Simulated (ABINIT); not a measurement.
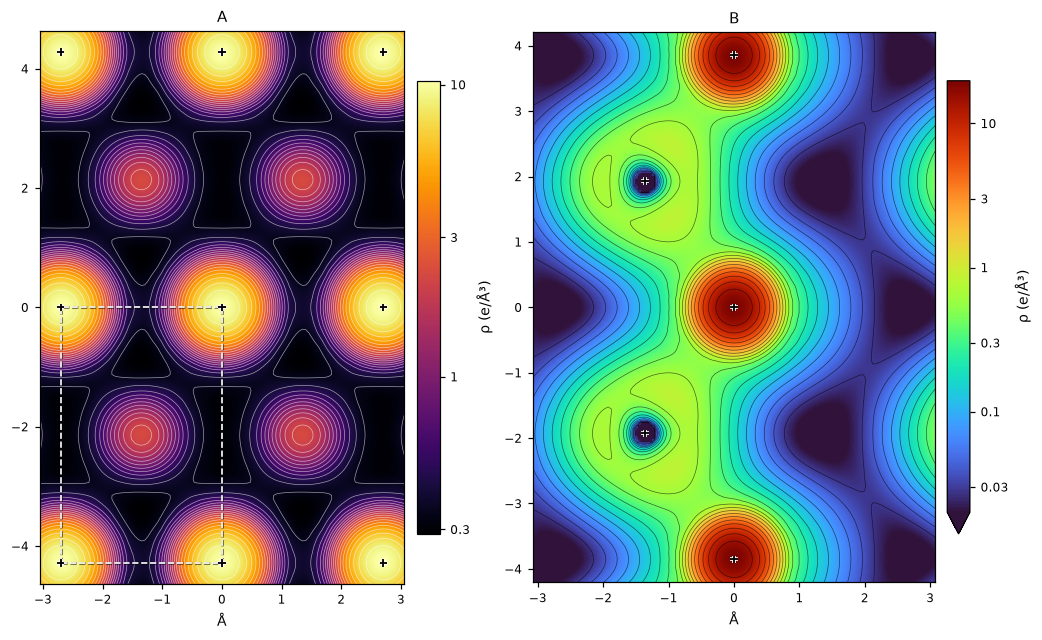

The valence electron density of 2 systems, each on a plane through atoms (crosses mark nuclei in the plane).

Level of theory: ABINIT, Kohn-Sham DFT of a periodic cell, PBE, JTH PAW PBE v2.0.

System 1: GaP, the (101) plane of the conventional cell. Space group F-43m; computed pressure about 4 GPa in this cell.

System 2: Ru, the (010) plane of the conventional cell. Space group P6₃/mmc; computed pressure about 4 GPa in this cell.

```xyz
2
Lattice="2.7058 0.0000 0.0000 -1.3529 2.3433 0.0000 0.0000 0.0000 4.2819" Properties=species:S:1:pos:R:3 pbc="T T T"
Ru    1.3529    0.7811    3.2114
Ru    0.0000    1.5622    1.0705
```

Q: Match each panel to its system.

A: Panel A is system 2, Ru: the plane holds Ru. Ru–Ru (2.71 Å): ρ is about 0.39 e/Å³ halfway. Panel B is system 1, GaP: the plane holds Ga and P. Ga–P (2.36 Å): ρ is about 0.56 e/Å³ halfway.
